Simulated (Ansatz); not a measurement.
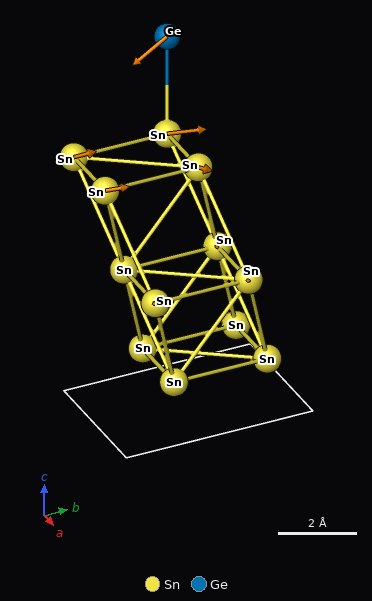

A constrained relaxation of a slab of composition Sn12Ge (cut from the I4/mmm phase). The starting structure is drawn; orange arrows show the displacements, at their true length.

A ball-and-stick model of the cell of the calculation, outlined in the plane, without the vacuum, seen slightly off an axis.

Case: Ge put at a top Sn site. The slab is the (1 0 1) face of Sn with Ge on it. 4 atoms are held fixed.

All numbers below come from DFT PBE, scalar-relativistic, plane waves, PAW (Ansatz 0.2.0).

Input file:
```yaml
crystal:
  lattice:
    - [6.9621709817, 0.0, 0.0]
    - [-3.4810854908, 5.7835781781, 0.0]
    - [0.0, 0.0, 24.5598366634]
  atoms:
    - { symbol: Sn, position: [0.1811365792, 0.3622731584, 0.3460935069] }
    - { symbol: Sn, position: [0.1811365792, 0.8622731584, 0.3460935069] }
    - { symbol: Sn, position: [0.6811365792, 0.3622731584, 0.3460935069] }
    - { symbol: Sn, position: [0.6811365792, 0.8622731584, 0.3460935069] }
    - { symbol: Sn, position: [0.3524391277, 0.7048782554, 0.4523811249] }
    - { symbol: Sn, position: [0.3524391277, 0.2048782554, 0.4523811249] }
    - { symbol: Sn, position: [0.8524391277, 0.7048782554, 0.4523811249] }
    - { symbol: Sn, position: [0.8524391277, 0.2048782554, 0.4523811249] }
    - { symbol: Sn, position: [0.5231154314, 0.0462308628, 0.5588066419] }
    - { symbol: Sn, position: [0.5231154314, 0.5462308628, 0.5588066419] }
    - { symbol: Sn, position: [0.0231154314, 0.0462308628, 0.5588066419] }
    - { symbol: Sn, position: [0.0231154314, 0.5462308628, 0.5588066419] }
    - { symbol: Ge, position: [0.0231154314, 0.5462308628, 0.6646705381] }
basis:
  ecutwfc: 420
kpoints:
  mp_grid: { grid: [5, 5, 1] }
hamiltonian:
  xc: pbe
scf:
  occupations: { method: gaussian, width: 0.1 }
output:
  forces: true
  eigenvalues: true
  write_density: true
  write_potential: true
  elf: true
  volumetric_format: npy
relax:
  adjacent_minimum: "off"
  f_tol: 0.03
  max_steps: 70
  constraints: [{ sites: [0, 1, 2, 3] }]
efield:
  axis: 3
  dipole_correction: true
  ramp_width: 0.04
```

Run as
```bash
ansatz run input.yaml --threads 2 --pin off --max-ram 5120MiB --backend cpu --events-out ev --progress --plain --runs-dir out
```

What did the optimiser do to the structure, and how much energy did it gain?

Answer. Ge13 moves most: 1.19 Å at 52° to the normal (−c side). By element the largest moves are Ge 1.19 Å, Sn 1.08 Å. The cell doesn't change. Among the contacts that change: Sn11–Ge13 4.261 → 2.742 Å, Sn8–Sn12 3.276 → 4.146 Å, Sn5–Sn9 3.276 → 3.850 Å, Sn11–Sn12 3.375 → 3.704 Å. Bond angles that change, for instance: Sn9–Sn12–Ge13 90.0° → 126.1°, Sn5–Sn12–Ge13 143.0° → 121.4°, Sn5–Sn12–Sn11 92.0° → 111.8°. After 15 accepted moves (16 points after the start) the energy has fallen by 1.367 eV per cell of the calculation. Largest force component: 0.25 eV/Å at the start, 0.026 eV/Å at the end. The line search rejected the trial step at point 14 of the run. Cost: 5.7 min on 2 threads of AMD EPYC 9R45 96-Core Processor (Zen 5) (shared host), peak memory 2 GiB.

Limits of the set-up: the periodic images lie only 6.8 Å apart, so the values are limited by the cell's size.
